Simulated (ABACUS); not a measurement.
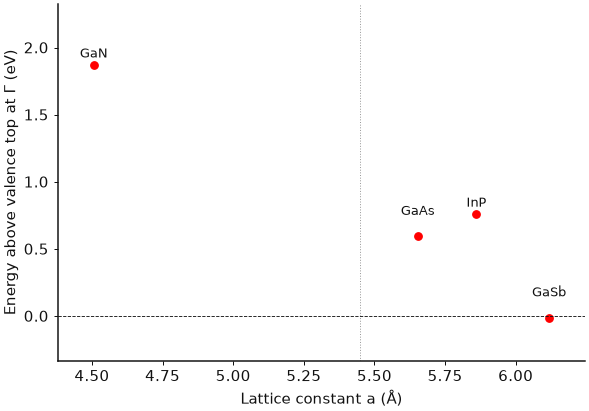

Lowest conduction level at Γ, counted from the valence-band top at Γ, for five zincblende crystals against the lattice constant, each in its database cell. A negative value at Γ means that the s-like level, then filled, lies under the p-like triplet: the bands are inverted and there is no gap. All by ABACUS with r2SCAN, without spin-orbit coupling, no moments; potentials: SG15 ONCV 1.2 PBE.

```
compound  a (Å)  k mesh  Γ (eV)  smallest gap found (eV)
     GaN  4.507   6×6×6    1.87                     1.87
    GaAs  5.654   5×5×5    0.59                     0.59
     InP  5.861   5×5×5    0.76                     0.76
    GaSb  6.118   5×5×5   −0.01                     none
```

Q: GaP (a = 5.451 Å, dotted line) is left out. Estimate its value at Γ.

A: A straight line through the other values at Γ gives 0.89 eV. The run gives 2.00 eV at Γ, so the line misses by 1.11 eV: a straight line in the lattice constant doesn't capture this level.

Q: Does the value at Γ follow the lattice constant?

A: Loosely: it tends to fall by about 1.1 eV per Å (correlation −0.79). More than one element changes from compound to compound, so size isn't the only cause. The lowest value is −0.01 eV (GaSb) and the highest 2.00 eV (GaP).

The potentials were made for another functional. Spin-orbit coupling is left out, which matters for Sb, In and As. LDA, GGA and most meta-GGA functionals understate gaps. The usual form of GaN is wurtzite. GaP: measured GaP has its conduction bottom near X; the order of its valleys hangs on the functional and the volume. Measured GaSb has a positive gap at its own volume; this functional understates it. The cells are as the databases list them, so they lie at different pressures for this functional. In GaP the smallest gap lies off the points plotted.
